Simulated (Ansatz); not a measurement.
Consider Si₃N₄.

Input file:

```
crystal:
  lattice:
    - [-3.2213760741, 3.2213760741, 3.2213760741]
    - [3.2213760741, -3.2213760741, 3.2213760741]
    - [3.2213760741, 3.2213760741, -3.2213760741]
  atoms:
    - { symbol: Si, position: [0.375, 0.25, 0.625] }
    - { symbol: Si, position: [0.625, 0.375, 0.25] }
    - { symbol: Si, position: [0.875, 0.125, 0.75] }
    - { symbol: Si, position: [0.25, 0.625, 0.375] }
    - { symbol: Si, position: [0.75, 0.875, 0.125] }
    - { symbol: Si, position: [0.125, 0.75, 0.875] }
    - { symbol: "N", position: [0.5, 0.0, 0.0625071014] }
    - { symbol: "N", position: [0.5625071014, 0.5, 0.0] }
    - { symbol: "N", position: [0.9374928986, 0.9374928986, 0.9374928986] }
    - { symbol: "N", position: [0.0, 0.5625071014, 0.5] }
    - { symbol: "N", position: [0.4374928986, 0.4374928986, 0.4374928986] }
    - { symbol: "N", position: [0.0, 0.0625071014, 0.5] }
    - { symbol: "N", position: [0.5, 0.0, 0.5625071014] }
    - { symbol: "N", position: [0.0625071014, 0.5, 0.0] }
kpoints:
  mp_grid: { grid: [4, 4, 4] }
  band_path:
    path:
      - [0.0, 0.0, 0.0]
      - [0.5, -0.5, 0.5]
      - [0.0, 0.0, 0.5]
      - [0.25, 0.25, 0.25]
      - [-0.005208, 0.333333, 0.333333]
      - [0.145833, 0.145833, -0.145833]
      - [0.0, 0.0, 0.2]
    npoints: 1
hamiltonian:
  xc: pbe0
scf:
  occupations: { method: fixed }
  n_extra_bands: 7
output:
  forces: true
  stress: true
  eigenvalues: true
  write_density: true
  write_potential: true
  elf: true
  volumetric_format: npy
```

Below, planes, directions and counts refer to the conventional cell (a = 6.44 Å, b = 6.44 Å, c = 6.44 Å, α = 90.00°, β = 90.00°, γ = 90.00°).

Space group I-43d; a structure from a database of computed crystals, not necessarily the ambient phase; started from the database structure prototype, which need not be the ambient phase.

These are results of DFT, PBE0, plane waves, PAW (Ansatz), not measurements.

Question: What can the converged valence pseudo-density and electron localisation function tell about the bonding?

Answer: Si–N (1.74 Å): ρ is about 1.1 e/Å³ halfway; the ELF peaks at about 0.90 between the atoms (a shared but strongly polarised pair).

Question: Metal or insulator at this level of theory?

Answer: It is gapped, with a Kohn–Sham gap of 6.3 eV on the k-point mesh, an upper bound to the gap of this method.

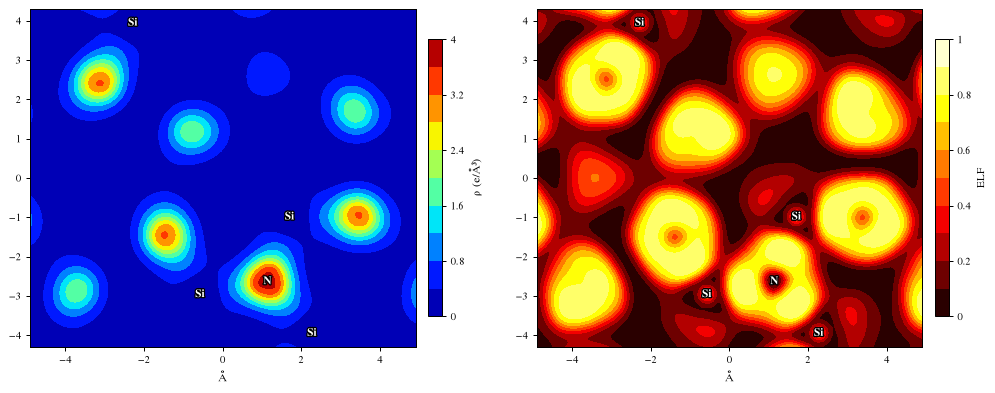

Computed valence pseudo-density and electron localisation function on the (111) plane of the conventional cell, in this order. Atoms just off the plane (Si, 0.9 Å away and N, 0.3 Å away) can leave unmarked features too.

Core electrons are frozen (PAW), and the valence fields are smoothed inside the atomic spheres.
